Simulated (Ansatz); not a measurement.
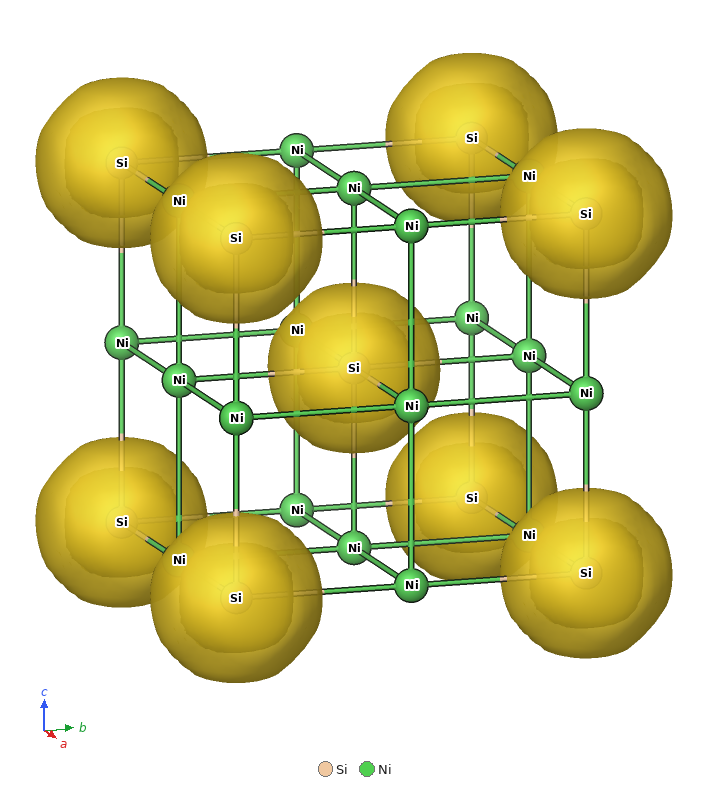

*SiNi₃. Isosurface of the ELF at 0.6 (yellow), seen slightly off an axis. Core shells and regions of very low density are left out. Sticks mark near contacts.*

Space group Im-3m; a structure generated by program, which may or may not match a known phase; computed without spin polarisation.

Theory: DFT PBE, scalar-relativistic, plane waves, PAW in Ansatz 0.2.0.

Core electrons are frozen (PAW), and the valence fields are smoothed inside the atomic spheres.

```
Si Ni
1.0
     4.66988    0.00000    0.00000
     0.00000    4.66988    0.00000
     0.00000    0.00000    4.66988
Si Ni
2 6
Direct
  0.00000 0.00000 0.00000
  0.50000 0.50000 0.50000
  0.50000 0.00000 0.00000
  0.00000 0.50000 0.50000
  0.00000 0.50000 0.00000
  0.50000 0.00000 0.50000
  0.00000 0.00000 0.50000
  0.50000 0.50000 0.00000
```

**What do the ELF domains correspond to?**

At this value the surface marks out two regions wrapped around Si (the valence shell of each), counted in one cell of 8 atoms. Any copies at cell faces, edges or corners count once.

Values along the shortest contacts:
Si–Ni (2.33 Å): the ELF peaks at about 0.70 in the valence shell of Si, 0.9 Å from its nucleus, and is about 0.45 at the midpoint. Ni–Ni (2.33 Å): the ELF is about 0.25 at the midpoint; no localised pair shows between them.
